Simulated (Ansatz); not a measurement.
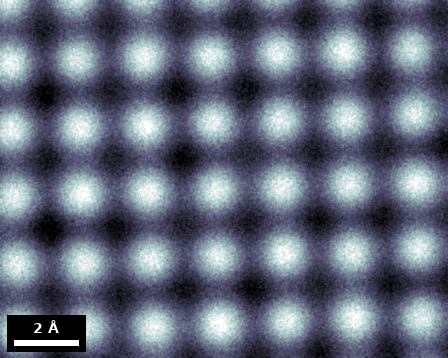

Z-contrast image of W (Fd-3m, No. 227). Simulated incoherent Z contrast: every atom adds Z^1.8 spread by a probe of 1.30 Å full width; channelling and multiple scattering are left out. The probe carries 15 % of its weight in a tail 2.5 times as wide. The display is stretched by a gamma of 0.8; percentages refer to the linear signal. Shot noise and the speckle of an amorphous layer were added. Structure used: the input geometry of an electronic-structure calculation (not necessarily at equilibrium); the starting structure was generated, so it need not be a known form of this composition.

```
W
1.0
     5.91481    0.00000    0.00000
     0.00000    5.91481    0.00000
     0.00000    0.00000    5.91481
W
8
Cartesian
  4.4361 4.4361 4.4361
  0.0000 2.9574 0.0000
  4.4361 1.4787 1.4787
  0.0000 0.0000 2.9574
  1.4787 4.4361 1.4787
  2.9574 2.9574 2.9574
  1.4787 1.4787 4.4361
  2.9574 0.0000 0.0000
```

Along which zone axis is the crystal seen: [221], [001] or [111]? (Directions equivalent by symmetry count as one.)

Answer. [001]. The projected cells are 0.70 × 2.09 Å, 90° for [221]; 2.09 × 2.09 Å, 90° for [001]; 2.41 × 2.41 Å, 120° for [111], and the image repeats as the [001] one does.
